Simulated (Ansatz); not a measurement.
System: CuO₂, space group Fm-3m (No. 225) (one of a set of cubic test structures, which need not be the stable phase).

How it was computed, with Ansatz 0.2.0 development build: equation of state of a cubic crystal from periodic Kohn-Sham density functional theory without spin, third-order Birch-Murnaghan fit to the free energies; pressure corrected for the finite basis. Level: r2SCAN.

- structure type: fluorite
- atoms in cell: 3
- space group number: 225
- lattice centring: face-centred primitive
- k mesh: 12×12×12
- occupation method: Fermi–Dirac
- occupation width: 0.1 eV
- wave cutoff: 700 eV
- datasets: hard PAW
- density tolerance: 1e−09 eV
- bands: 20
- density cutoff ratio: 4
- search for lower states: default
- xc grid level: 2

What does the calculation give for the energy above the lowest point and pressure against volume? The volume takes the values 8.6582, 8.9405, 9.2228, 9.5052, 9.7875 Å³/atom.

A third-order Birch–Murnaghan fit gives V0 = 9.04 Å³/atom, B0 = 200 GPa and B′ = 4.8. The energy above the lowest point is 10.4 meV/atom at volume 8.6582 Å³/atom and 32.0 meV/atom at 9.7875 Å³/atom; the lowest computed point is at volume 8.9405 Å³/atom (0.0 meV/atom). The pressure falls from 9.7 GPa at volume 8.6582 Å³/atom to −13.1 GPa at 9.7875 Å³/atom, and changes sign near 9.05 Å³/atom.

```
volume (Å³/atom)  energy above the lowest point (meV/atom)  pressure (GPa)
          8.6582                                      10.4             9.7
          8.9405                                       0.0             2.4
          9.2228                                       1.4            -3.7
          9.5052                                      12.6            -8.8
          9.7875                                      32.0           -13.1
```

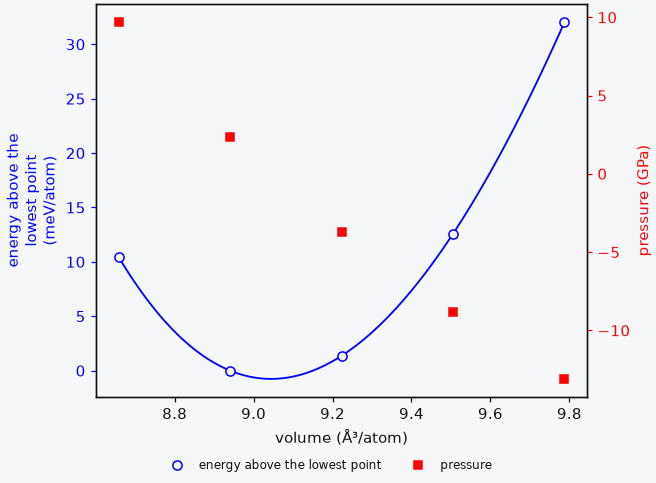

Note: cubic model structure, not the ambient form; modest k-mesh, values are not fully converged in k; no spin polarisation, a magnetic state may lie lower; pseudopotentials made with PBE, not this functional.
